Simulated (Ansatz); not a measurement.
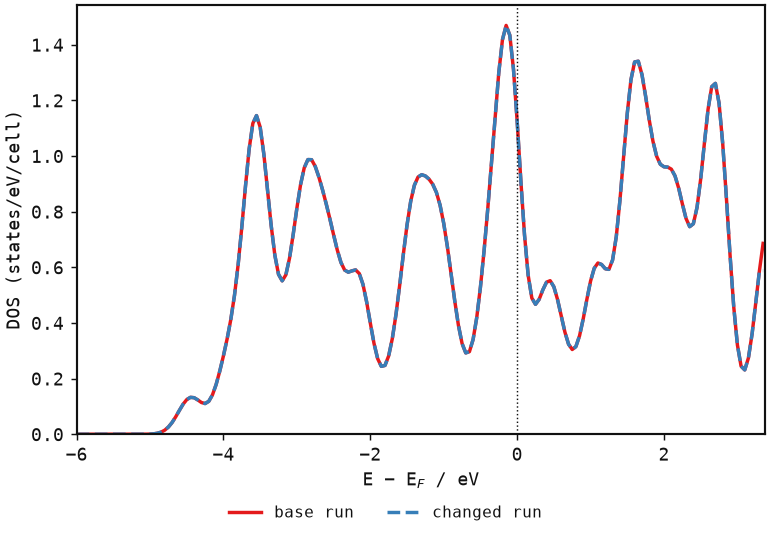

Densities of states of two runs on Bi, space group Im-3m, 1 atom in the cell, each from its own Fermi level, built from the levels of each run's k mesh with Gaussians 0.4 eV wide, which blur the band edges.

Base run: DFT with PBEsol, PAW plane waves, no spin polarisation, 6×6×6 k mesh, 420 eV cutoff, Fermi-Dirac smearing of 0.1 eV (Ansatz 0.2.0).

The second run changes scf.eigensolver.kind from the default to davidson and basis.precision from the default to f64.

### What do the changes do to the electronic structure?

Almost nothing at this scale: the two curves lie nearly on top of each other. Both runs have no gap on their mesh. The free energy is unchanged within 0.1 meV an atom.

On the base run: The structure was built from a prototype or by substitution, so it need not be a known phase. Spin-orbit coupling is left out, which matters for Bi.
